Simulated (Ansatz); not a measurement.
# Geometry relaxation of Ti$_{6}$O (part 1 of 2)

Ti$_{6}$O (7 atoms in the cell), computed with DFT r2SCAN, scalar-relativistic, plane waves, PAW, no spin polarisation (Ansatz 0.2.0).

The structure derives from an entry of the Crystallography Open Database. It belongs to a series of runs on one base structure; here: volume × 0.97, shape and atoms relaxed. Figures and captions count atoms from 1; the log counts them from 0 in places.

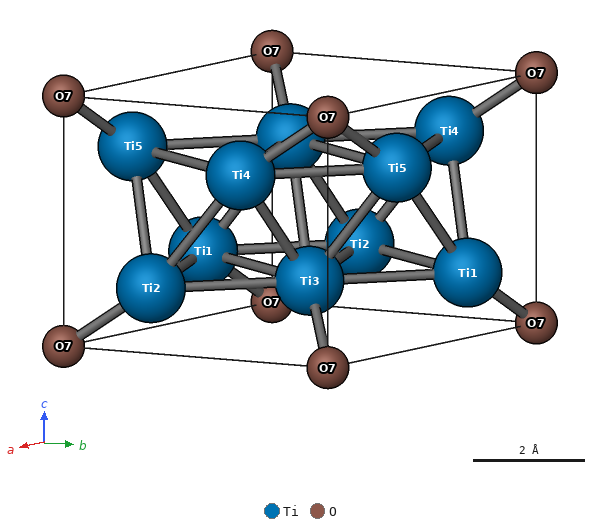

*The starting structure (ball-and-stick view of the cell of the calculation, seen at an oblique angle; atoms are numbered from 1 in the order of the input). An atom can appear more than once, as a periodic image.*

Near neighbours in the periodic cell (some may lie outside the picture): Ti has 1 O at 2.07 Å and 12 Ti at 2.80 to 2.98 Å; O has 6 Ti at 2.07 Å.

## Summary

- outcome: converged
- space group (tolerance 0.01 Å): P-31m (162)
- electrons treated: 78
- free energy: −15598.3905 eV
- Fermi energy: 14.333 eV
- gap on the k-point mesh: none (metallic)
- pressure: 4.58 GPa
- final volume: 103.40 Å³
- largest force (length of the vector) at the end: 0.006 eV/Å
- final cell: a = 5.051 Å, b = 5.051 Å, c = 4.680 Å, α = 90.00°, β = 90.00°, γ = 120.00°
- hardware: 2 threads of Intel Xeon @ 2.50GHz (Skylake/Cascade Lake), 189 GiB of memory available, shared host
- wall time: 5.4 min (CPU time 10 min)
- peak memory: 1.1 GiB

## The input
```yaml
crystal:
  lattice:
    - [5.0517253335, 0.0, 0.0]
    - [-2.5258626667, 4.3749224717, 0.0]
    - [0.0, 0.0, 4.6785409316]
  atoms:
    - { symbol: Ti, position: [0.3305447244, 0.0, 0.2602583414] }
    - { symbol: Ti, position: [0.0, 0.3305447244, 0.2602583414] }
    - { symbol: Ti, position: [0.6694552756, 0.6694552756, 0.2602583414] }
    - { symbol: Ti, position: [0.0, 0.6694552756, 0.7397416586] }
    - { symbol: Ti, position: [0.6694552756, 0.0, 0.7397416586] }
    - { symbol: Ti, position: [0.3305447244, 0.3305447244, 0.7397416586] }
    - { symbol: O, position: [0.0, 0.0, 0.0] }
basis:
  ecutwfc: 500
kpoints:
  mp_grid: { grid: [12, 12, 8] }
hamiltonian:
  xc: r2scan
scf:
  occupations: { method: gaussian, width: 0.1 }
output:
  forces: true
  stress: true
  eigenvalues: true
relax:
  adjacent_minimum: "off"
  f_tol: 0.01
  max_steps: 30
  cell: { stress_tol: 0.1, fix: [volume] }
```

Launch command:
```bash
ansatz run input.yaml --threads 2 --pin off --max-ram 5120MiB --backend cpu --events-out ev --progress --plain --runs-dir out
```

## What the program printed
```
Engine: ansatz 0.2.0, x86_64-unknown-linux-gnu
Pseudopotentials: kind: paw
Pseudopotential: Ti, paw, valence charge 12, recommended cutoff 500 eV (meta_gga), Ti.paw.azcp
Pseudopotential: O, paw, valence charge 6, recommended cutoff 500 eV (meta_gga), O.paw.azcp
Functional definition: r2SCAN
  parameter k0 = 0.174
  parameter k1 = 0.065
  parameter a1 = 4.9479
  exchange = r2scan_x(k0 = k0, k1 = k1, a1 = a1)
  correlation = r2scan_c
Crystal: 7 atoms, lattice volume = 103.400 Å³
Basis set: ecut = 500 eV, 2627 PW (Γ), exchange–correlation on 160×160×144 points (64 copies of the dense FFT grid, shifted against one another)
Bands: 47, of which v1, the nominal top of the filled ones, is band 39 counted from 1 (38 counted from 0)
Symmetry: 12 space group operations
Space group: P-31m (ITA 162), of the structure as read, at distance tolerance 4.7e-5 Å
k-points: 131 of 1152
Non-local potential: Ti, projectors of the file, l = 0: 3, l = 1: 2, l = 2: 3, l = 3: 1
Non-local potential: O, projectors of the file, l = 0: 2, l = 1: 2, l = 2: 1
PAW form: soft (Blöchl's): semilocal exchange-correlation on the pseudo side does not see the compensation charge
PAW frozen core: Ti, regenerated for the run's functional (the file was generated under x = pbe(κ = 0.804, μ = 0.2195149727645171), c = pbe(β = 0.06672455060314922))
PAW frozen core: O, regenerated for the run's functional (the file was generated under x = pbe(κ = 0.804, μ = 0.2195149727645171), c = pbe(β = 0.06672455060314922))
PAW one-centre angular grid: Ti, 590 points (default); XC on 160 Gauss nodes
PAW one-centre angular grid: O, 302 points (default); XC on 160 Gauss nodes
Initial density: superposition of atomic densities (neutral atoms: chi_scale 0, normalization atom), corrected by the library's trained network
Initial wavefunctions: pseudopotential atomic-orbital guess
Functional: x = r2scan, c = r2scan; τ floored in thin density (d = 2e-4 eV/Å³)
SCF iter   1: F=—  HF=-15598.170629 eV  |F-HF|=—  |Δ(HF+E_count)|=         —  Δρ=1.73e-2  dr2=2.84e-1  dr2_τ=1.56e-1  ethr=1.77e-3  ⟨swp⟩=6.5  Hψ=24883  notcnv=0
preconditioner: auto → Kerker (q_TF=auto, 2.603 Å⁻¹)  [metal: Δε(μ)=0.006 eV  Ē_g=4.060 eV  σ=0.100 eV  W_gap=0.03  n_scr=26 (ndim 8)  ℏωp=19.3 eV  f_vac=0.000  D(μ)=3.73/eV (n_scr^D=26)]
SCF iter   2: F=—  HF=-15598.385923 eV  |F-HF|=—  |Δ(HF+E_count)|=   2.15e-1  Δρ=6.66e-3  dr2=4.10e-2  dr2_τ=3.21e-3  ethr=3.64e-4  ⟨swp⟩=2.2  Hψ=12403  notcnv=0  defer=207
SCF iter   3: F=—  HF=-15598.386269 eV  |F-HF|=—  |Δ(HF+E_count)|=   3.46e-4  Δρ=2.68e-3  dr2=5.35e-3  dr2_τ=5.45e-4  ethr=5.26e-5  ⟨swp⟩=2.0  Hψ=7913  notcnv=0  defer=207
SCF iter   4: F=—  HF=-15598.388737 eV  |F-HF|=—  |Δ(HF+E_count)|=   2.47e-3  Δρ=1.12e-3  dr2=1.05e-3  dr2_τ=1.36e-4  ethr=6.86e-6  ⟨swp⟩=2.0  Hψ=7960  notcnv=0  defer=207
SCF iter   5: F=—  HF=-15598.388620 eV  |F-HF|=—  |Δ(HF+E_count)|=   1.17e-4  Δρ=2.88e-4  dr2=9.19e-5  dr2_τ=2.58e-6  ethr=1.34e-6  ⟨swp⟩=2.0  Hψ=7044  notcnv=0  defer=207
SCF iter   6: F=—  HF=-15598.388640 eV  |F-HF|=—  |Δ(HF+E_count)|=   1.98e-5  Δρ=9.15e-5  dr2=9.16e-6  dr2_τ=3.44e-7  ethr=1.18e-7  ⟨swp⟩=2.0  Hψ=8008  notcnv=0  defer=207
SCF iter   7: F=—  HF=-15598.388641 eV  |F-HF|=—  |Δ(HF+E_count)|=   8.03e-7  Δρ=1.79e-5  dr2=4.26e-7  dr2_τ=1.19e-8  ethr=1.17e-8  ⟨swp⟩=2.0  Hψ=7881  notcnv=0  defer=207
SCF iter   8: F=-15598.388641 eV  HF=-15598.388641 eV  |F-HF|=3.64e-9  |Δ(HF+E_count)|=   5.93e-8  Δρ=3.63e-6  dr2=1.47e-8  dr2_τ=7.98e-10  ethr=1.28e-10  ⟨swp⟩=9.9  Hψ=22686  notcnv=0
SCF 1 converged in 8 iterations: F = -15598.388641 eV  dr2 = 1.47e-8
  greatest PAW one-centre occupation: 1.001 electrons in one spin orbital (limit 2), on the Ti atom at site 5 (counted from 0), in its partial waves of l = 1
relax step   1: F+E_penalty+E_count = -15598.38864109 eV  Δ(F+E_penalty+E_count) = +0.000e0 eV  max|allowed force component| = 1.191e-1 eV/Å  Δτ_max = 0.0000 Å  P = +4.767 GPa  Ω = 103.400 Å³  fix = [volume]  reactions: volume +4.767 GPa  (8 SCF iters, dr2 threshold 1.00e-7 eV, accepted)
Initial density: handed on by an earlier stage of this run
Initial wavefunctions: those handed on with the density
iter 1 solved again at ethr=5.71e-6 eV; its pass at ethr=3.10e-3 eV (dr2=4.45e-3 eV) is discarded
SCF iter   1: F=—  HF=-15598.375118 eV  |F-HF|=—  |Δ(HF+E_count)|=         —  Δρ=1.50e-3  dr2=4.20e-3  dr2_τ=2.68e-2  ethr=5.71e-6  ⟨swp⟩=1.9  Hψ=25029  notcnv=0
preconditioner: auto → Kerker (q_TF=auto, 2.603 Å⁻¹)  [metal: Δε(μ)=0.014 eV  Ē_g=3.909 eV  σ=0.100 eV  W_gap=0.08  n_scr=26 (ndim 8)  ℏωp=19.3 eV  f_vac=0.000  D(μ)=4.04/eV (n_scr^D=26)]
SCF iter   2: F=—  HF=-15598.389701 eV  |F-HF|=—  |Δ(HF+E_count)|=   1.46e-2  Δρ=6.66e-4  dr2=1.25e-3  dr2_τ=2.05e-5  ethr=5.38e-6  ⟨swp⟩=2.0  Hψ=10394  notcnv=0
SCF iter   3: F=—  HF=-15598.389478 eV  |F-HF|=—  |Δ(HF+E_count)|=   2.23e-4  Δρ=2.88e-4  dr2=2.25e-4  dr2_τ=4.20e-6  ethr=1.60e-6  ⟨swp⟩=2.0  Hψ=7909  notcnv=0
SCF iter   4: F=—  HF=-15598.389427 eV  |F-HF|=—  |Δ(HF+E_count)|=   5.09e-5  Δρ=1.13e-4  dr2=2.11e-5  dr2_τ=2.31e-6  ethr=2.89e-7  ⟨swp⟩=2.0  Hψ=7901  notcnv=0
SCF iter   5: F=—  HF=-15598.389424 eV  |F-HF|=—  |Δ(HF+E_count)|=   3.28e-6  Δρ=5.50e-5  dr2=2.43e-6  dr2_τ=2.16e-7  ethr=2.71e-8  ⟨swp⟩=2.0  Hψ=8123  notcnv=0
SCF iter   6: F=-15598.389425 eV  HF=-15598.389425 eV  |F-HF|=1.91e-8  |Δ(HF+E_count)|=   6.51e-7  Δρ=1.21e-5  dr2=1.62e-7  dr2_τ=1.48e-8  ethr=8.97e-10  ⟨swp⟩=6.2  Hψ=23705  notcnv=0
SCF 2 converged in 6 iterations: F = -15598.389425 eV  dr2 = 1.62e-7
  greatest PAW one-centre occupation: 1.001 electrons in one spin orbital (limit 2), on the Ti atom at site 4 (counted from 0), in its partial waves of l = 1
relax step   2: F+E_penalty+E_count = -15598.38942473 eV  Δ(F+E_penalty+E_count) = -7.836e-4 eV  max|allowed force component| = 6.980e-2 eV/Å  Δτ_max = 0.0086 Å  P = +4.472 GPa  Ω = 103.400 Å³  energy of the carried Pulay correction = +3.088e-15 eV  fix = [volume]  reactions: volume +4.472 GPa  (6 SCF iters, dr2 threshold 7.00e-7 eV, accepted)
iter 1 solved again at ethr=1.75e-6 eV; its pass at ethr=3.10e-3 eV (dr2=1.36e-3 eV) is discarded
SCF iter   1: F=—  HF=-15598.387356 eV  |F-HF|=—  |Δ(HF+E_count)|=         —  Δρ=7.43e-4  dr2=1.31e-3  dr2_τ=5.66e-3  ethr=1.75e-6  ⟨swp⟩=1.8  Hψ=24554  notcnv=0
preconditioner: auto → Kerker (q_TF=auto, 2.603 Å⁻¹)  [metal: Δε(μ)=0.013 eV  Ē_g=3.922 eV  σ=0.100 eV  W_gap=0.07  n_scr=26 (ndim 8)  ℏωp=19.3 eV  f_vac=0.000  D(μ)=3.98/eV (n_scr^D=26)]
SCF iter   2: F=—  HF=-15598.390511 eV  |F-HF|=—  |Δ(HF+E_count)|=   3.16e-3  Δρ=3.49e-4  dr2=4.00e-4  dr2_τ=5.29e-6  ethr=1.67e-6  ⟨swp⟩=2.0  Hψ=10118  notcnv=0
SCF iter   3: F=—  HF=-15598.390438 eV  |F-HF|=—  |Δ(HF+E_count)|=   7.33e-5  Δρ=1.47e-4  dr2=6.04e-5  dr2_τ=1.22e-6  ethr=5.13e-7  ⟨swp⟩=2.0  Hψ=7588  notcnv=0
SCF iter   4: F=—  HF=-15598.390427 eV  |F-HF|=—  |Δ(HF+E_count)|=   1.11e-5  Δρ=5.37e-5  dr2=4.46e-6  dr2_τ=2.72e-7  ethr=7.75e-8  ⟨swp⟩=2.0  Hψ=7860  notcnv=0
SCF iter   5: F=—  HF=-15598.390426 eV  |F-HF|=—  |Δ(HF+E_count)|=   5.82e-7  Δρ=2.58e-5  dr2=6.06e-7  dr2_τ=4.96e-8  ethr=5.72e-9  ⟨swp⟩=2.0  Hψ=8132  notcnv=0
SCF iter   6: F=-15598.390427 eV  HF=-15598.390427 eV  |F-HF|=7.34e-9  |Δ(HF+E_count)|=   1.01e-7  Δρ=6.53e-6  dr2=4.91e-8  dr2_τ=4.14e-9  ethr=3.90e-10  ⟨swp⟩=5.5  Hψ=21795  notcnv=0
SCF 3 converged in 6 iterations: F = -15598.390427 eV  dr2 = 4.91e-8
  greatest PAW one-centre occupation: 1.001 electrons in one spin orbital (limit 2), on the Ti atom at site 3 (counted from 0), in its partial waves of l = 1
relax step   3: F+E_penalty+E_count = -15598.39042659 eV  Δ(F+E_penalty+E_count) = -1.002e-3 eV  max|allowed force component| = 1.276e-2 eV/Å  Δτ_max = 0.0039 Å  P = +4.580 GPa  Ω = 103.400 Å³  energy of the carried Pulay correction = +4.289e-17 eV  fix = [volume]  reactions: volume +4.580 GPa  (6 SCF iters, dr2 threshold 3.04e-7 eV, accepted)
iter 1 solved again at ethr=7.40e-8 eV; its pass at ethr=3.10e-3 eV (dr2=5.77e-5 eV) is discarded
SCF iter   1: F=—  HF=-15598.390395 eV  |F-HF|=—  |Δ(HF+E_count)|=         —  Δρ=1.34e-4  dr2=5.53e-5  dr2_τ=1.28e-4  ethr=7.40e-8  ⟨swp⟩=1.2  Hψ=24318  notcnv=0
preconditioner: auto → Kerker (q_TF=auto, 2.603 Å⁻¹)  [metal: Δε(μ)=0.012 eV  Ē_g=3.920 eV  σ=0.100 eV  W_gap=0.07  n_scr=26 (ndim 8)  ℏωp=19.3 eV  f_vac=0.000  D(μ)=3.99/eV (n_scr^D=26)]
SCF iter   2: F=—  HF=-15598.390462 eV  |F-HF|=—  |Δ(HF+E_count)|=   6.69e-5  Δρ=6.76e-5  dr2=1.77e-5  dr2_τ=1.93e-7  ethr=7.08e-8  ⟨swp⟩=2.7  Hψ=10502  notcnv=0
SCF iter   3: F=—  HF=-15598.390457 eV  |F-HF|=—  |Δ(HF+E_count)|=   5.27e-6  Δρ=2.65e-5  dr2=1.86e-6  dr2_τ=2.95e-8  ethr=2.26e-8  ⟨swp⟩=2.0  Hψ=7609  notcnv=0
SCF iter   4: F=—  HF=-15598.390456 eV  |F-HF|=—  |Δ(HF+E_count)|=   5.70e-7  Δρ=9.44e-6  dr2=1.53e-7  dr2_τ=5.68e-9  ethr=2.39e-9  ⟨swp⟩=2.0  Hψ=7617  notcnv=0
SCF iter   5: F=-15598.390456 eV  HF=-15598.390456 eV  |F-HF|=1.56e-10  |Δ(HF+E_count)|=   1.54e-8  Δρ=3.59e-6  dr2=8.25e-9  dr2_τ=9.62e-10  ethr=1.30e-11  ⟨swp⟩=2.9  Hψ=21202  notcnv=0
SCF 4 converged in 5 iterations: F = -15598.390456 eV  dr2 = 8.25e-9
relax step   4: F+E_penalty+E_count = -15598.39045639 eV  Δ(F+E_penalty+E_count) = -2.980e-5 eV  max|allowed force component| = 5.038e-3 eV/Å  Δτ_max = 0.0006 Å  P = +4.579 GPa  Ω = 103.400 Å³  energy of the carried Pulay correction = +6.433e-17 eV  fix = [volume]  reactions: volume +4.579 GPa  (5 SCF iters, dr2 threshold 1.02e-8 eV, accepted)
Initial wavefunctions: pseudopotential atomic-orbital guess (no wavefunctions were taken with the density)
iter 1 solved again at ethr=4.61e-7 eV; its pass at ethr=3.10e-3 eV (dr2=3.59e-4 eV) is discarded
SCF iter   1: F=—  HF=-15598.390454 eV  |F-HF|=—  |Δ(HF+E_count)|=         —  Δρ=3.59e-6  dr2=7.92e-9  dr2_τ=1.53e-9  ethr=4.61e-7  ⟨swp⟩=3.2  Hψ=37563  notcnv=0
eigensolver tolerance schedule: the retry pair's looser diagonalisation over-reported the residual by 45361.47 of it (diagonalisation noise at an unbounded share of the residual, at the tolerance the schedule requests for it); recorded, not acted on — ethr = c·dr2/N_el stays at c = 1.0e-1
preconditioner: auto → Kerker (q_TF=auto, 2.603 Å⁻¹)  [metal: Δε(μ)=0.013 eV  Ē_g=3.920 eV  σ=0.100 eV  W_gap=0.07  n_scr=26 (ndim 8)  ℏωp=19.3 eV  f_vac=0.000  D(μ)=4.00/eV (n_scr^D=26)]
SCF iter   2: F=—  HF=-15598.390455 eV  |F-HF|=—  |Δ(HF+E_count)|=   4.27e-7  Δρ=1.90e-6  dr2=2.64e-9  dr2_τ=2.96e-10  ethr=1.02e-11  ⟨swp⟩=3.1  Hψ=12934  notcnv=0
SCF iter   3: F=—  HF=-15598.390455 eV  |F-HF|=—  |Δ(HF+E_count)|=   1.41e-9  Δρ=6.28e-7  dr2=4.52e-10  dr2_τ=3.15e-11  ethr=3.38e-12  ⟨swp⟩=2.0  Hψ=7543  notcnv=0
SCF iter   4: F=-15598.390455 eV  HF=-15598.390455 eV  |F-HF|=7.28e-12  |Δ(HF+E_count)|=  1.38e-10  Δρ=1.28e-7  dr2=1.48e-11  dr2_τ=2.85e-12  ethr=1.00e-12  ⟨swp⟩=5.3  Hψ=19715  notcnv=0
SCF 5 converged in 4 iterations: F = -15598.390455 eV  dr2 = 1.48e-11
relax step   5: F+E_penalty+E_count = -15598.39045487 eV  Δ(F+E_penalty+E_count) = +1.524e-6 eV  max|allowed force component| = 4.984e-3 eV/Å  Δτ_max = 0.0000 Å  P = +4.579 GPa  Ω = 103.400 Å³  fix = [volume]  reactions: volume +4.579 GPa  stress off target by 1.32e-3 GPa on what of the cell is left free  SCF on the basis re-selected at this cell (its energy is not comparable with the rows above)  (4 SCF iters)
```

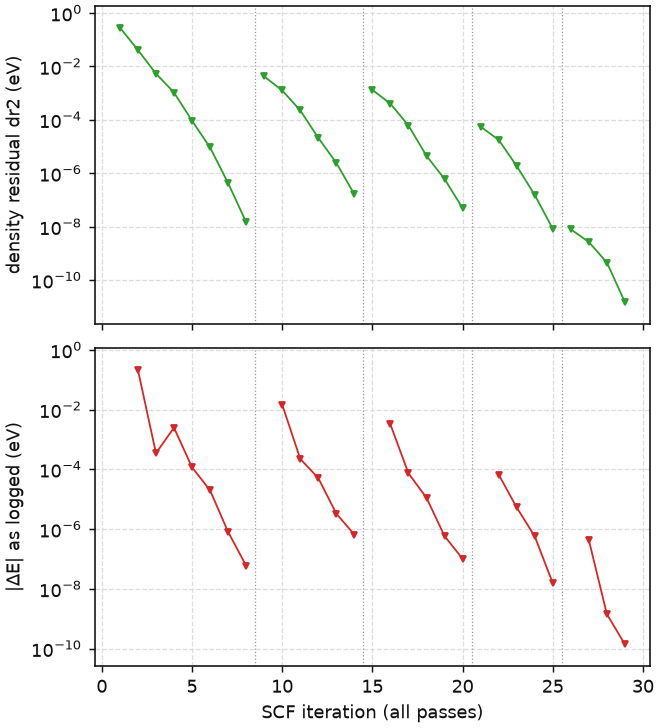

*Convergence of the self-consistent field: density residual dr2 and size of the energy change against the SCF iteration. The dotted lines part the SCF passes of the relaxation: geometry steps, rejected trials and re-solves on a re-selected basis.*

The 5 passes take 4 to 8 iterations each, 29 in all.
